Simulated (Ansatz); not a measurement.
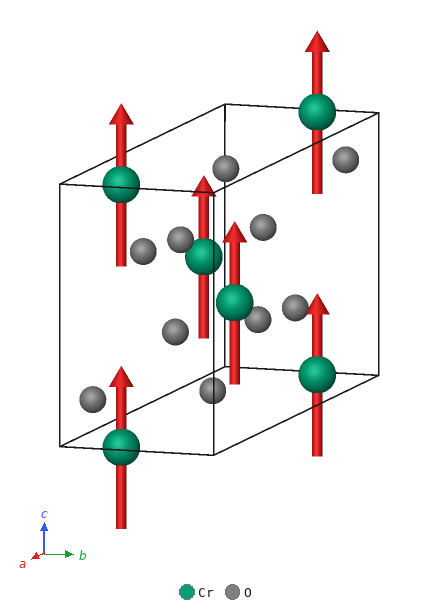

Crystal structure, spheres-only style, seen slightly off an axis. The simulation cell is drawn as a box. Arrows are the site magnetic moments above 0.25 μB (those induced on non-metal atoms are left out); longer means larger, and red and blue are up and down (without spin-orbit coupling the axis itself is arbitrary).

This is the state reached for CrO2. Method used: DFT PBE, scalar-relativistic, plane waves, PAW in Ansatz 0.2.0. It ran with a cutoff energy of 420 eV, the zone sampled with 4×12×8 points, Gaussian smearing of 0.1 eV, collinear spins.

What do the arrows say about the order?

Ferromagnetic (within this cell). Site moments: 4 Cr +1.7 μB. The net spin moment of the whole cell is 8.0 μB, including what lies between the atoms and on sites without an arrow.

The structure comes from a structure listed in the Materials Project. The final geometry of a relaxation with Ansatz, DFT PBE, scalar-relativistic, plane waves, PAW is shown.
